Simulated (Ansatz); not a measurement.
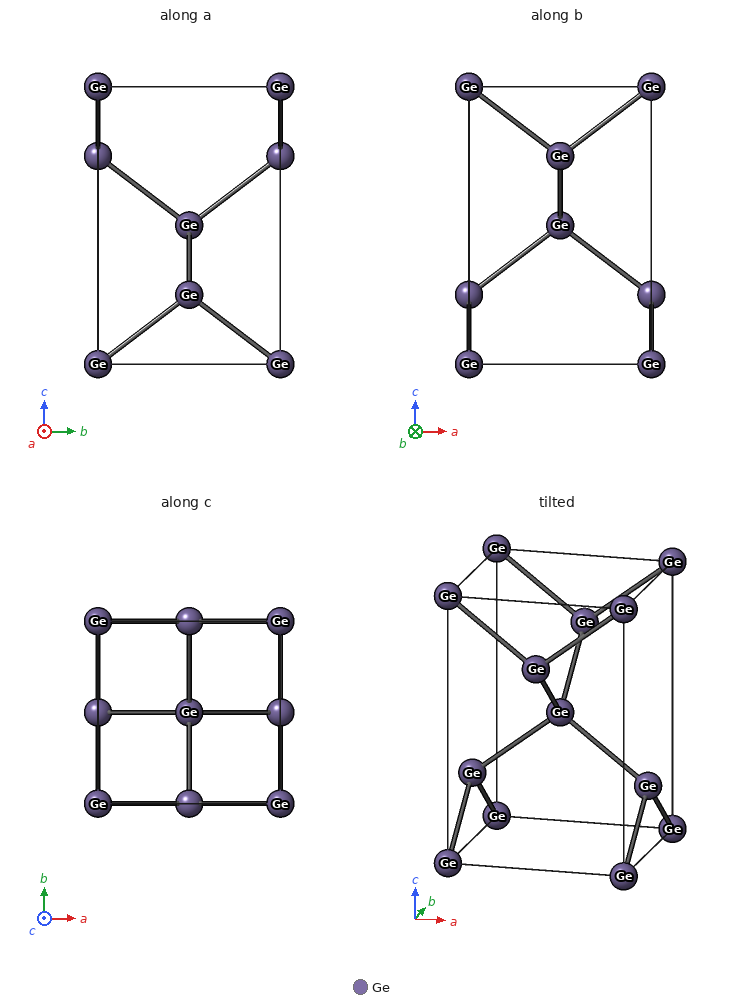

Ball-and-stick representation of a periodic structure, projected along the a axis, along the b axis, along the c axis and slightly off an axis. The conventional unit cell is outlined; an atom on or near a face, edge or corner is repeated at each equivalent position.

Lattice parameters: a = 3.8386 Å, b = 3.8386 Å, c = 5.8406 Å, α = 90.000°, β = 90.000°, γ = 90.000°.

Q: Set out the cell and atoms as a CIF in P1 with every atom of the cell.

A:
```cif
data_structure
_symmetry_space_group_name_H-M 'P 1'
_symmetry_Int_Tables_number 1
_cell_length_a 3.8386
_cell_length_b 3.8386
_cell_length_c 5.8406
_cell_angle_alpha 90.000
_cell_angle_beta 90.000
_cell_angle_gamma 90.000
_cell_volume 86.06
loop_
_atom_site_label
_atom_site_type_symbol
_atom_site_fract_x
_atom_site_fract_y
_atom_site_fract_z
_atom_site_occupancy
Ge1 Ge 0.0000 0.0000 0.0000 1
Ge2 Ge 0.0000 0.5000 0.2500 1
Ge3 Ge 0.5000 0.5000 0.5000 1
Ge4 Ge 0.5000 0.0000 0.7500 1
```

Its origin is a structure type filled with this element by a generator (whether the element takes this form wasn't checked). The cell was then strained or its atoms displaced on purpose. Ansatz was used for an electronic-structure calculation on it.

At this level of theory the cell isn't at rest (compressed, at 5 GPa), so its distances can differ from those at equilibrium, the more so the softer the solid.
